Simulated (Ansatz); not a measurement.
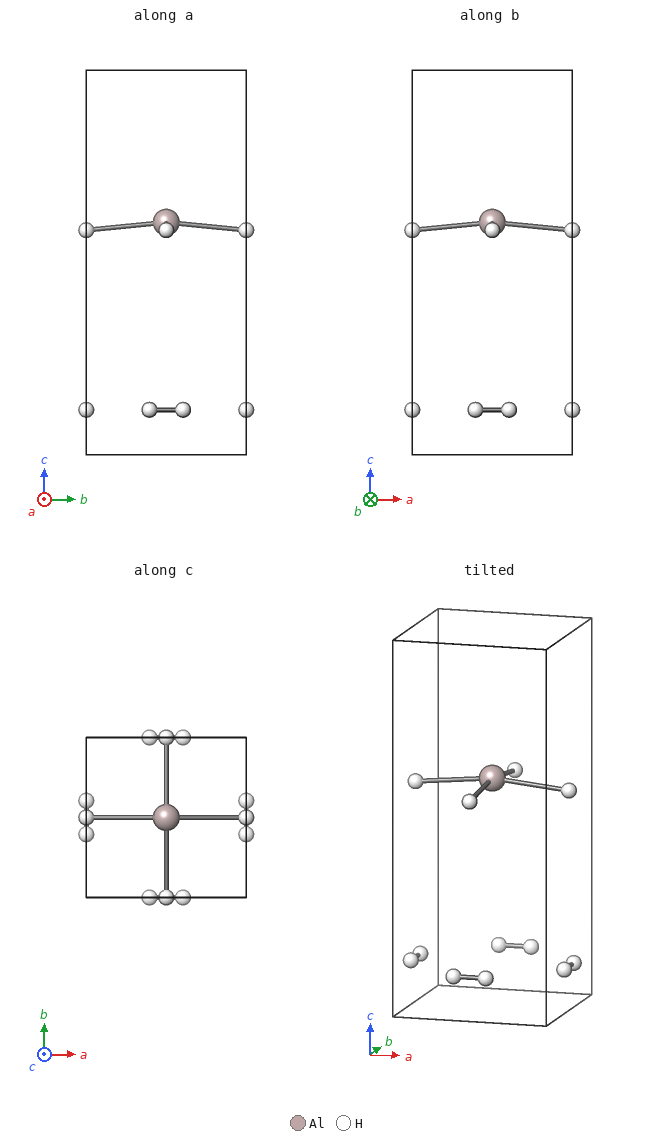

Ball-and-stick representation of a periodic structure, projected along the a axis, along the b axis, along the c axis and slightly off an axis. The lines enclose the conventional unit cell; boundary atoms appear with their images.

Lattice parameters: a = 3.540 Å, b = 3.540 Å, c = 8.515 Å, α = 90.00°, β = 90.00°, γ = 90.00°.

> Express the structure as a table of Wyckoff sites, with free fractional coordinates to two decimals.

Space group P4mm (No. 99).
```
atom  site     x     y     z
  Al    1b  0.50  0.50  0.60
   H    4e  0.39  0.00  0.12
   H    2c  0.50  0.00  0.58
```

Origin of the cell: a random cell made by a generator, so it need not be a real form of the compound. The geometry was optimised with DFT PBE, scalar-relativistic, plane waves, PAW in Ansatz.
